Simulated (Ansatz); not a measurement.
Run report: Fe$_{13}$Co$_{3}$, geometry relaxation (part 3 of 3)

Continued. System: Fe$_{13}$Co$_{3}$ (P4/mmm, 16 atoms in the cell). Method: DFT PBEsol, scalar-relativistic, plane waves, PAW, spin-polarised (Ansatz 0.2.0); cutoff 420 eV, 6×6×6 k-mesh, Gaussian smearing of 0.1 eV, collinear spins. The structure derives from a Materials Project entry. It belongs to a series of runs on one base structure; here: volume × 0.94, shape and atoms relaxed.

Geometry of the input (Å; fractional positions):
```
5.4861  0.0000  0.0000
0.0000  5.4861  0.0000
0.0000  0.0000  5.4824
Fe 0.5000  0.0000  0.5000
Fe 0.7500  0.2500  0.7501
Fe 0.2500  0.7500  0.2499
Fe 0.2500  0.7500  0.7501
Fe 0.2500  0.2500  0.7501
Fe 0.0000  0.0000  0.5000
Fe 0.7500  0.2500  0.2499
Fe 0.7500  0.7500  0.7501
Fe 0.7500  0.7500  0.2499
Fe 0.0000  0.5000  0.5000
Fe 0.5000  0.0000  0.0000
Fe 0.2500  0.2500  0.2499
Fe 0.0000  0.5000  0.0000
Co 0.0000  0.0000  0.0000
Co 0.5000  0.5000  0.5000
Co 0.5000  0.5000  0.0000
```

Output, continued:
```
  k-point 39 ↓: bands = ["-73.3319", "-73.2682", "-73.2609", "-64.6666", "-64.6666", "-64.6643", "-64.6640", "-64.6640", "-64.6392", "-64.6391", "-64.6391", "-64.5813", "-64.5813", "-64.5758", "-64.5758", "-64.5752", "-36.7927", "-36.7880", "-36.7880", "-36.7362", "-36.7245", "-36.7245", "-36.7210", "-36.7210", "-36.7188", "-31.0897", "-31.0841", "-31.0841", "-31.0817", "-31.0786", "-31.0777", "-31.0743", "-31.0743", "-31.0689", "-31.0557", "-31.0557", "-31.0553", "-31.0476", "-31.0380", "-31.0081",
      "-30.9046", "-30.9046", "-30.8832", "-30.8754", "-30.8754", "-30.8715", "-30.8707", "-30.8685", "-30.8685", "-30.7241", "-30.7234", "-30.7234", "-30.7161", "-30.7130", "-30.7130", "-30.7117", "-30.7053", "-30.7001", "-30.6948", "-30.6948", "-30.6921", "-30.6865", "-30.6857", "-30.6751", "14.9992", "15.0127", "15.0450", "15.2227", "15.2227", "15.2511", "15.2511", "15.2621", "17.9203", "17.9612", "17.9699", "17.9878", "18.0043", "18.0066", "18.0913", "18.0913",
      "18.1050", "18.1050", "18.1221", "18.1739", "18.1739", "18.1987", "18.1987", "18.2213", "18.4165", "18.4387", "18.4550", "18.4550", "18.5015", "18.5015", "18.5041", "18.5433", "18.5433", "18.7432", "18.7652", "18.7734", "18.8029", "18.8075", "18.8075", "18.8170", "18.8188", "18.8247", "18.8305", "18.8305", "18.8358", "18.8545", "18.8597", "18.8597", "21.5054", "21.5136", "21.5347", "21.5382", "21.5392", "21.5425", "21.8095", "21.8095",
      "21.8716", "21.8837", "21.8837", "21.8850", "21.8962", "21.9707", "21.9707", "22.1520", "22.1542", "22.1542", "22.1793", "22.1793", "22.2031", "22.2031", "22.2071", "22.2071", "22.2122", "22.2308", "22.2328", "22.2353", "22.2498", "22.2768", "22.2881", "22.2881", "22.5307", "22.5307", "22.6487", "22.6487", "22.6617", "22.6670", "22.6764", "22.7715", "28.9454", "29.0515", "29.0617", "29.0617", "29.0960", "29.0960", "29.1314", "29.1438",
      "29.2328", "29.2357", "29.2400", "29.3256", "29.3256", "29.3577", "29.3577", "29.4255", "31.3098", "31.3504", "31.4006", "31.7015", "31.7015", "31.7642", "31.7642", "31.7877", "37.8248", "37.8512", "37.8512", "37.8780"]
--- Relaxed structure (3 steps of the walk, 3 accepted, 1 SCFs on fresh bases) ---
  F+E_penalty+E_count = -73113.77110408 eV   max|allowed force component| = 6.810e-5 eV/Å   (the final SCF, on the basis selected at the relaxed cell)
  cell:  # Å, volume = 165.0068 Å³
    - [5.4867734403511985, -1.50496778137158e-36, 0.0]
    - [-1.50496778137158e-36, 5.4867734403511985, 0.0]
    - [0.0, 0.0, 5.481101394252997]
  atoms:
    - { symbol: Fe, position: [0.5, -6.17584391156443e-22, 0.5] }
    - { symbol: Fe, position: [0.7501513791953235, 0.2498486208046766, 0.7498859901024274] }
    - { symbol: Fe, position: [0.2498486208046766, 0.7501513791953235, 0.2501140098975725] }
    - { symbol: Fe, position: [0.2498486208046766, 0.7501513791953235, 0.7498859901024274] }
    - { symbol: Fe, position: [0.2498486208046766, 0.2498486208046766, 0.7498859901024274] }
    - { symbol: Fe, position: [6.175843911564432e-22, -6.175843911564432e-22, 0.5] }
    - { symbol: Fe, position: [0.7501513791953235, 0.2498486208046766, 0.2501140098975725] }
    - { symbol: Fe, position: [0.7501513791953235, 0.7501513791953235, 0.7498859901024274] }
    - { symbol: Fe, position: [0.7501513791953235, 0.7501513791953235, 0.2501140098975725] }
    - { symbol: Fe, position: [6.175843911564432e-22, 0.5, 0.5] }
    - { symbol: Fe, position: [0.5, -6.175843911564436e-22, -1.2359940113793794e-21] }
    - { symbol: Fe, position: [0.2498486208046766, 0.2498486208046766, 0.2501140098975725] }
    - { symbol: Fe, position: [6.175843911564432e-22, 0.5, -1.2359940113793794e-21] }
    - { symbol: Co, position: [6.1758439115644215e-22, -6.175843911564432e-22, -1.2359940113793794e-21] }
    - { symbol: Co, position: [0.5, 0.5, 0.5] }
    - { symbol: Co, position: [0.5, 0.5, -1.2359940113793794e-21] }
--- Löwdin populations: 16 sites ---
  site symbol       q [e]    m [muB]
     0     Fe     15.8278     2.1271
     1     Fe     15.7756     2.4049
     2     Fe     15.7756     2.4049
     3     Fe     15.7756     2.4049
     4     Fe     15.7756     2.4049
     5     Fe     15.8244     2.0786
     6     Fe     15.7756     2.4049
     7     Fe     15.7756     2.4049
     8     Fe     15.7756     2.4049
     9     Fe     15.8278     2.1271
    10     Fe     15.8374     2.1260
    11     Fe     15.7756     2.4049
    12     Fe     15.8374     2.1260
    13     Co     16.6970     1.7317
    14     Co     16.7066     1.7186
    15     Co     16.7198     1.6858
  spilling = 0.013578 (of n_electrons = 259.000000)
```

File populations.tsv:
```
# site	symbol	l	j	q_up	q_dn
# orbitals = lowdin
# n_electrons = 259.000000
# spilling = 0.013578
0	Fe	0_3S	-	0.991063	0.991252
0	Fe	0_4S	-	0.437587	0.469004
0	Fe	1_3P	-	2.997940	2.997182
0	Fe	2_3D	-	4.550841	2.392904
1	Fe	0_3S	-	0.991261	0.991672
1	Fe	0_4S	-	0.439317	0.472889
1	Fe	1_3P	-	2.998071	2.997630
1	Fe	2_3D	-	4.661611	2.223183
2	Fe	0_3S	-	0.991261	0.991672
2	Fe	0_4S	-	0.439317	0.472889
2	Fe	1_3P	-	2.998071	2.997630
2	Fe	2_3D	-	4.661611	2.223183
3	Fe	0_3S	-	0.991261	0.991672
3	Fe	0_4S	-	0.439317	0.472889
3	Fe	1_3P	-	2.998071	2.997630
3	Fe	2_3D	-	4.661611	2.223183
4	Fe	0_3S	-	0.991261	0.991672
4	Fe	0_4S	-	0.439317	0.472889
4	Fe	1_3P	-	2.998071	2.997630
4	Fe	2_3D	-	4.661611	2.223183
5	Fe	0_3S	-	0.991044	0.991229
5	Fe	0_4S	-	0.425377	0.467571
5	Fe	1_3P	-	2.998054	2.997091
5	Fe	2_3D	-	4.537056	2.417020
6	Fe	0_3S	-	0.991261	0.991672
6	Fe	0_4S	-	0.439317	0.472889
6	Fe	1_3P	-	2.998071	2.997630
6	Fe	2_3D	-	4.661611	2.223183
7	Fe	0_3S	-	0.991261	0.991672
7	Fe	0_4S	-	0.439317	0.472889
7	Fe	1_3P	-	2.998071	2.997630
7	Fe	2_3D	-	4.661611	2.223183
8	Fe	0_3S	-	0.991261	0.991672
8	Fe	0_4S	-	0.439317	0.472889
8	Fe	1_3P	-	2.998071	2.997630
8	Fe	2_3D	-	4.661611	2.223183
9	Fe	0_3S	-	0.991063	0.991252
9	Fe	0_4S	-	0.437587	0.469004
9	Fe	1_3P	-	2.997940	2.997182
9	Fe	2_3D	-	4.550841	2.392904
10	Fe	0_3S	-	0.991110	0.991329
10	Fe	0_4S	-	0.438212	0.470041
10	Fe	1_3P	-	2.997976	2.997092
10	Fe	2_3D	-	4.554407	2.397257
11	Fe	0_3S	-	0.991261	0.991672
11	Fe	0_4S	-	0.439317	0.472889
11	Fe	1_3P	-	2.998071	2.997630
11	Fe	2_3D	-	4.661611	2.223183
12	Fe	0_3S	-	0.991110	0.991329
12	Fe	0_4S	-	0.438212	0.470041
12	Fe	1_3P	-	2.997976	2.997092
12	Fe	2_3D	-	4.554407	2.397257
13	Co	0_3S	-	0.991746	0.991861
13	Co	0_4S	-	0.434620	0.479505
13	Co	1_3P	-	2.998504	2.997908
13	Co	2_3D	-	4.789494	3.013344
14	Co	0_3S	-	0.991799	0.991941
14	Co	0_4S	-	0.435010	0.480334
14	Co	1_3P	-	2.998532	2.997847
14	Co	2_3D	-	4.787256	3.023915
15	Co	0_3S	-	0.991828	0.991946
15	Co	0_4S	-	0.447922	0.481977
15	Co	1_3P	-	2.998432	2.997927
15	Co	2_3D	-	4.764622	3.045164
```

Trajectory as extended XYZ (Å, eV, eV/Å), 4 frames, from step=1 to step=4:
```
16
Lattice="5.4861 0.0000 0.0000 0.0000 5.4861 0.0000 0.0000 0.0000 5.4824" Properties=species:S:1:pos:R:3:forces:R:3 step=1 energy=-73113.77087 pressure_GPa=14.71
Fe    2.7431    0.0000    2.7412    0.0000   0.0000   0.0000
Fe    4.1147    1.3714    4.1124    0.0157  -0.0157  -0.0248
Fe    1.3714    4.1147    1.3700   -0.0157   0.0157   0.0248
Fe    1.3714    4.1147    4.1124   -0.0157   0.0157  -0.0248
Fe    1.3714    1.3714    4.1124   -0.0157  -0.0157  -0.0248
Fe    0.0000    0.0000    2.7412    0.0000   0.0000   0.0000
Fe    4.1147    1.3714    1.3700    0.0157  -0.0157   0.0248
Fe    4.1147    4.1147    4.1124    0.0157   0.0157  -0.0248
Fe    4.1147    4.1147    1.3700    0.0157   0.0157   0.0248
Fe    0.0000    2.7431    2.7412    0.0000   0.0000   0.0000
Fe    2.7431    0.0000    0.0000    0.0000   0.0000   0.0000
Fe    1.3714    1.3714    1.3700   -0.0157  -0.0157   0.0248
Fe    0.0000    2.7431    0.0000    0.0000   0.0000   0.0000
Co    0.0000    0.0000    0.0000    0.0000   0.0000   0.0000
Co    2.7431    2.7431    2.7412    0.0000   0.0000   0.0000
Co    2.7431    2.7431    0.0000    0.0000   0.0000   0.0000
16
Lattice="5.4865 0.0000 0.0000 0.0000 5.4865 0.0000 0.0000 0.0000 5.4817" Properties=species:S:1:pos:R:3:forces:R:3 step=2 energy=-73113.77105 pressure_GPa=14.70
Fe    2.7432    0.0000    2.7409    0.0000   0.0000   0.0000
Fe    4.1153    1.3711    4.1113    0.0071  -0.0071  -0.0119
Fe    1.3711    4.1153    1.3705   -0.0071   0.0071   0.0119
Fe    1.3711    4.1153    4.1113   -0.0071   0.0071  -0.0119
Fe    1.3711    1.3711    4.1113   -0.0071  -0.0071  -0.0119
Fe    0.0000    0.0000    2.7409    0.0000   0.0000   0.0000
Fe    4.1153    1.3711    1.3705    0.0071  -0.0071   0.0119
Fe    4.1153    4.1153    4.1113    0.0071   0.0071  -0.0119
Fe    4.1153    4.1153    1.3705    0.0071   0.0071   0.0119
Fe    0.0000    2.7432    2.7409    0.0000   0.0000   0.0000
Fe    2.7432    0.0000    0.0000    0.0000   0.0000   0.0000
Fe    1.3711    1.3711    1.3705   -0.0071  -0.0071   0.0119
Fe    0.0000    2.7432    0.0000    0.0000   0.0000   0.0000
Co    0.0000    0.0000    0.0000    0.0000   0.0000   0.0000
Co    2.7432    2.7432    2.7409    0.0000   0.0000   0.0000
Co    2.7432    2.7432    0.0000    0.0000   0.0000   0.0000
16
Lattice="5.4868 0.0000 0.0000 0.0000 5.4868 0.0000 0.0000 0.0000 5.4811" Properties=species:S:1:pos:R:3:forces:R:3 step=3 energy=-73113.77110 pressure_GPa=14.70
Fe    2.7434    0.0000    2.7406    0.0000   0.0000   0.0000
Fe    4.1159    1.3709    4.1102    0.0000   0.0000  -0.0001
Fe    1.3709    4.1159    1.3709    0.0000   0.0000   0.0001
Fe    1.3709    4.1159    4.1102    0.0000   0.0000  -0.0001
Fe    1.3709    1.3709    4.1102    0.0000   0.0000  -0.0001
Fe    0.0000    0.0000    2.7406    0.0000   0.0000   0.0000
Fe    4.1159    1.3709    1.3709    0.0000   0.0000   0.0001
Fe    4.1159    4.1159    4.1102    0.0000   0.0000  -0.0001
Fe    4.1159    4.1159    1.3709    0.0000   0.0000   0.0001
Fe    0.0000    2.7434    2.7406    0.0000   0.0000   0.0000
Fe    2.7434    0.0000    0.0000    0.0000   0.0000   0.0000
Fe    1.3709    1.3709    1.3709    0.0000   0.0000   0.0001
Fe    0.0000    2.7434    0.0000    0.0000   0.0000   0.0000
Co    0.0000    0.0000    0.0000    0.0000   0.0000   0.0000
Co    2.7434    2.7434    2.7406    0.0000   0.0000   0.0000
Co    2.7434    2.7434    0.0000    0.0000   0.0000   0.0000
16
Lattice="5.4868 0.0000 0.0000 0.0000 5.4868 0.0000 0.0000 0.0000 5.4811" Properties=species:S:1:pos:R:3:forces:R:3 step=4 energy=-73113.77110 pressure_GPa=14.70
Fe    2.7434    0.0000    2.7406    0.0000   0.0000   0.0000
Fe    4.1159    1.3709    4.1102    0.0000   0.0000  -0.0001
Fe    1.3709    4.1159    1.3709    0.0000   0.0000   0.0001
Fe    1.3709    4.1159    4.1102    0.0000   0.0000  -0.0001
Fe    1.3709    1.3709    4.1102    0.0000   0.0000  -0.0001
Fe    0.0000    0.0000    2.7406    0.0000   0.0000   0.0000
Fe    4.1159    1.3709    1.3709    0.0000   0.0000   0.0001
Fe    4.1159    4.1159    4.1102    0.0000   0.0000  -0.0001
Fe    4.1159    4.1159    1.3709    0.0000   0.0000   0.0001
Fe    0.0000    2.7434    2.7406    0.0000   0.0000   0.0000
Fe    2.7434    0.0000    0.0000    0.0000   0.0000   0.0000
Fe    1.3709    1.3709    1.3709    0.0000   0.0000   0.0001
Fe    0.0000    2.7434    0.0000    0.0000   0.0000   0.0000
Co    0.0000    0.0000    0.0000    0.0000   0.0000   0.0000
Co    2.7434    2.7434    2.7406    0.0000   0.0000   0.0000
Co    2.7434    2.7434    0.0000    0.0000   0.0000   0.0000
```

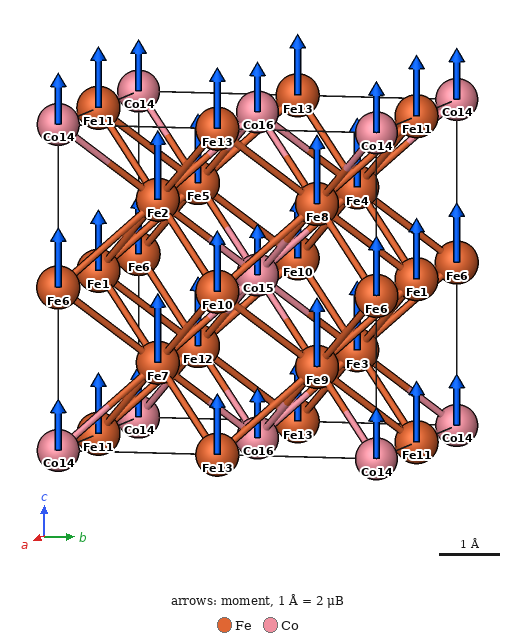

*Magnetic moments of the sites as blue arrows (ball-and-stick view of the cell of the calculation, seen slightly off an axis; atoms are numbered from 1 in the order of the input); small moments hardly show. The run is collinear, so the axis drawn is arbitrary.*

Site moments: Fe2, Fe3, Fe4, Fe5, Fe7, Fe8 and 2 more (2.35 μB); Fe1, Fe10, Fe11, Fe13 (2.08 μB); Fe6 (2.04 μB); Co14 (1.76 μB); Co15 (1.75 μB); Co16 (1.71 μB). They are counted near the atoms and needn't add up to the moment of the cell.

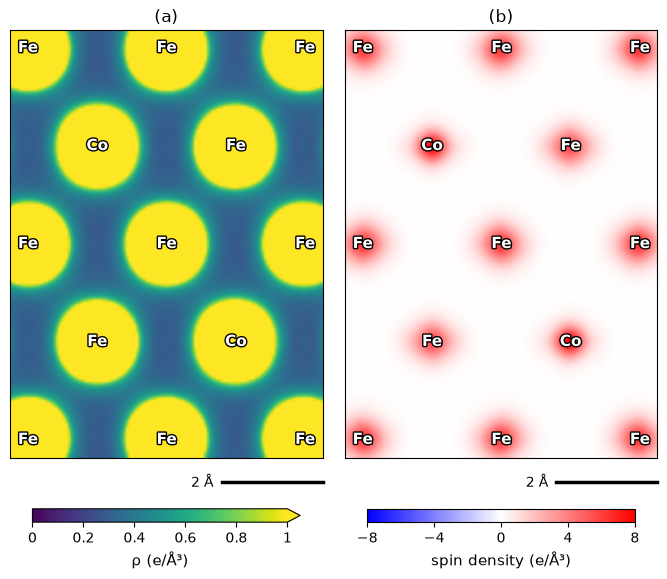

*(a) valence pseudo-density; (b) spin density (up minus down) on the (011) plane of the conventional cell.*

Atoms in the plane: Fe and Co. Fe–Fe (2.37 Å): ρ is about 0.42 e/Å³ halfway. Fe–Co (2.37 Å): ρ is about 0.41 e/Å³ halfway. Away from the nuclei the density in this plane falls to 0.28 e/Å³ at its lowest. The cell of the calculation (16 atoms) carries 34.0 μB net. In a PAW calculation such maps are meaningful between the atoms, not at the nuclei.

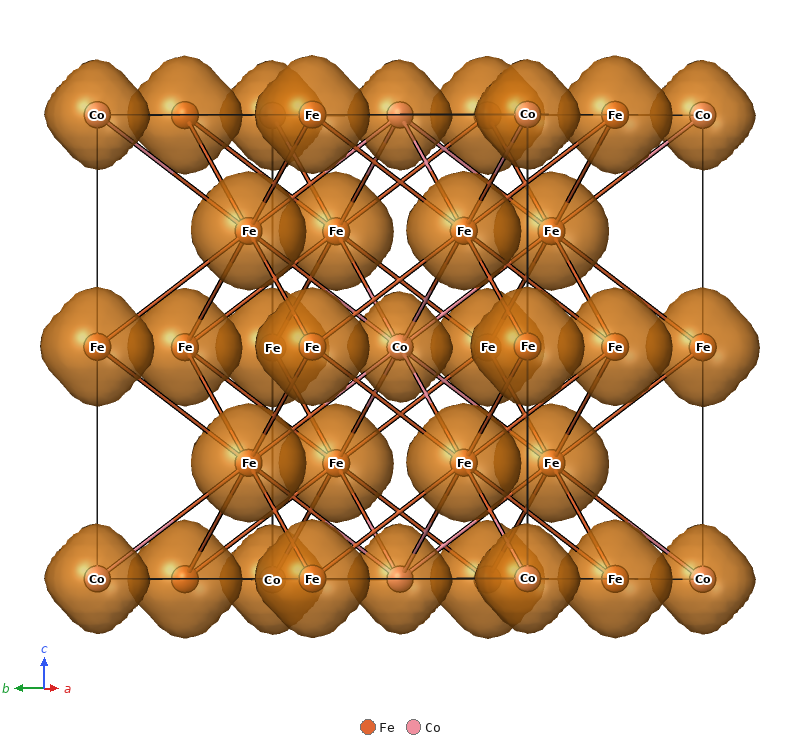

*Isosurface of the spin density (up minus down) at +0.5 e/Å³ (orange), seen at an oblique angle. Sticks mark near contacts. The outline is the cell set on symmetry axes.*

The cell of the calculation (16 atoms) carries 34.0 μB net.

Summary:

```tsv
quantity	value
outcome	converged
space group (tolerance 0.01 Å)	P4/mmm (123)
electrons treated	259
free energy	−73113.7711 eV
Fermi energy	20.674 eV
gap on the k-point mesh	none (metallic)
net moment of the cell	34.02 μB
integrated absolute moment	35.41 μB
pressure	14.70 GPa
final volume	165.01 Å³
largest force (length of the vector) at the end	under 0.001 eV/Å
final cell	a = 5.487 Å, b = 5.487 Å, c = 5.481 Å, α = 90.00°, β = 90.00°, γ = 90.00°
hardware	4 threads of Intel Xeon (Granite Rapids), 192 GiB of memory available, shared host
wall time	2.6 min (CPU time 10 min)
peak memory	2.3 GiB
```

The cell is under a pressure of 14.7 GPa at this level, so it is not at its equilibrium volume.
